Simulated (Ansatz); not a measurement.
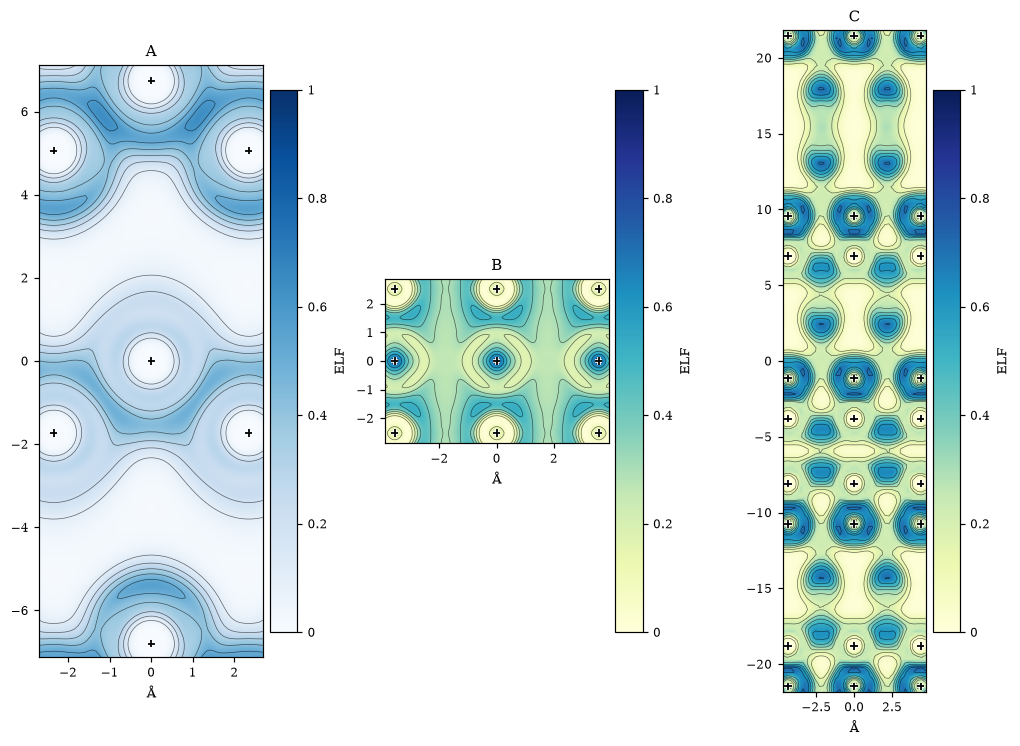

The electron localisation function of 3 systems, each on a plane through atoms (crosses mark nuclei in the plane).

Theory: Ansatz 0.2.0, DFT PBE, scalar-relativistic, plane waves, PAW.

System 1: AlNi$_{3}$, the (101) plane of the conventional cell. Space group Pm-3m; a structure from a database of computed crystals, not necessarily the ambient phase; spin-polarised.

```
Al Ni
1.0
     3.56668    0.00000    0.00000
     0.00000    3.56668    0.00000
     0.00000    0.00000    3.56668
Al Ni
1 3
Direct
  0.00000 0.00000 0.00000
  0.00000 0.50000 0.50000
  0.50000 0.00000 0.50000
  0.50000 0.50000 0.00000
```

System 2: InAs (interface cell), the (100) plane of the calculation cell. 

System 3: InSb (interface cell), the (010) plane of the calculation cell. 

```yaml
crystal:
  lattice:
    - [4.69155, 0.00000, 0.00000]
    - [0.00000, 4.69155, 0.00000]
    - [0.00000, 0.00000, 13.54309]
  atoms:
    - { symbol: In, position: [0.00000, 0.00000, 0.00148] }
    - { symbol: In, position: [0.50000, 0.50000, 0.24887] }
    - { symbol: Sb, position: [0.00000, 0.50000, 0.12752] }
    - { symbol: Sb, position: [0.50000, 0.00000, 0.37538] }
    - { symbol: Sb, position: [0.00000, 0.00000, 0.49962] }
    - { symbol: Sb, position: [0.50000, 0.50000, 0.74748] }
    - { symbol: In, position: [0.00000, 0.50000, 0.62613] }
    - { symbol: In, position: [0.50000, 0.00000, 0.87352] }
```

### Match each panel to its system.

Panel A is system 3, InSb: the plane holds In and Sb. Sb–Sb (2.89 Å): the ELF peaks at about 0.65 between the atoms. Panel B is system 1, AlNi$_{3}$: the plane holds Al and Ni. Al–Ni (2.52 Å): the ELF is about 0.40 at the midpoint. Panel C is system 2, InAs: the plane holds As and In. In–As (2.65 Å): the ELF is about 0.55 at the midpoint.
